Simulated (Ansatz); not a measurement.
**Si7Ni4: density, localisation and related maps**

Input

```
crystal:
  lattice:
    - [5.431, 0.0, 0.0]
    - [0.0, 5.431, 0.0]
    - [0.0, 0.0, 5.431]
  atoms:
    - { symbol: Ni, position: [0.0, 0.0, 0.0] }
    - { symbol: Ni, position: [0.0, 0.5, 0.5] }
    - { symbol: Ni, position: [0.5, 0.0, 0.5] }
    - { symbol: Ni, position: [0.5, 0.5, 0.0] }
    - { symbol: Si, position: [0.75, 0.75, 0.75] }
    - { symbol: Si, position: [0.25, 0.75, 0.75] }
    - { symbol: Si, position: [0.75, 0.25, 0.25] }
    - { symbol: Si, position: [0.75, 0.25, 0.75] }
    - { symbol: Si, position: [0.25, 0.75, 0.25] }
    - { symbol: Si, position: [0.75, 0.75, 0.25] }
    - { symbol: Si, position: [0.25, 0.25, 0.75] }
scf:
  occupations: { method: methfessel_paxton, width: 0.1 }
output:
  forces: true
  stress: true
  eigenvalues: true
  write_density: true
  write_potential: true
  elf: true
  volumetric_format: npy
kpoints:
  mp_grid: { grid: [8, 8, 8] }
hamiltonian:
  xc: pbesol
relax:
  f_tol: 0.01
  adjacent_minimum: "off"
  cell: { stress_tol: 0.05, fix: [shape] }
```

Launched as:

```sh
ansatz run input.yaml --threads 8 --pin off --max-ram 16384MiB --backend cpu --events-out ev --progress --plain --runs-dir out
```

Below, planes, directions and counts refer to the conventional cell (a = 5.32 Å, b = 5.32 Å, c = 5.32 Å, α = 90.00°, β = 90.00°, γ = 90.00°).

The fields are those of the relaxed geometry.

Space group P-43m; a generated structure, not necessarily the stable one; computed without spin polarisation.

The calculation used Ansatz, DFT PBEsol, scalar-relativistic, plane waves, PAW.

Core electrons are frozen (PAW), and the valence fields are smoothed inside the atomic spheres.

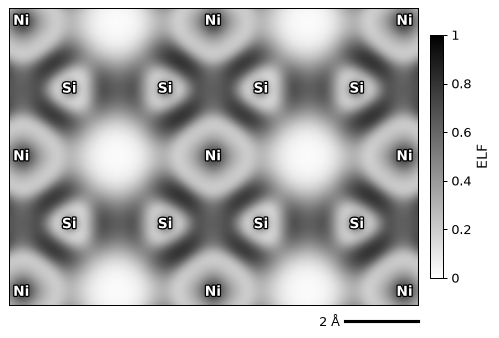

Figure 1. ELF on the (11̄0) plane of the conventional cell.

### Interpret the plot.

- Atoms in the plane: Ni and Si.
- Si–Ni (2.30 Å): the ELF peaks at about 0.75 in the valence shell of Si, 0.9 Å from its nucleus, and is about 0.50 at the midpoint.
- The features right at Ni lie inside the PAW spheres, where the map follows smoothed inner orbitals and isn't to be read closely.

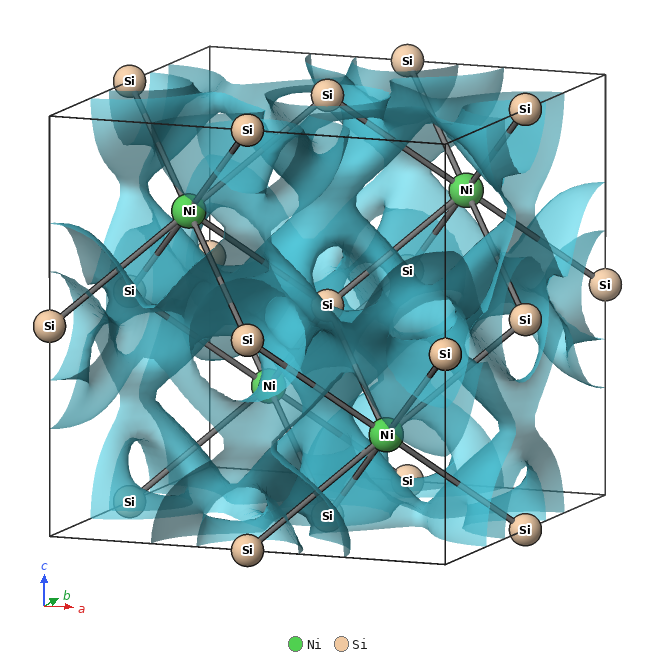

Figure 2. Isosurface of the electron localisation function at 0.6 (cyan), seen slightly off an axis. Only the valence region is drawn (cores and ρ < 0.01 e/Å³ removed). Sticks mark near contacts.

### Describe the localisation domains.

The ELF exceeds this value in one network that runs through the whole crystal, counted in one cell of 11 atoms. Any copies at cell faces, edges or corners count once.

### Does the calculation give a band gap?

It is gapless in this calculation (a metal or semimetal).
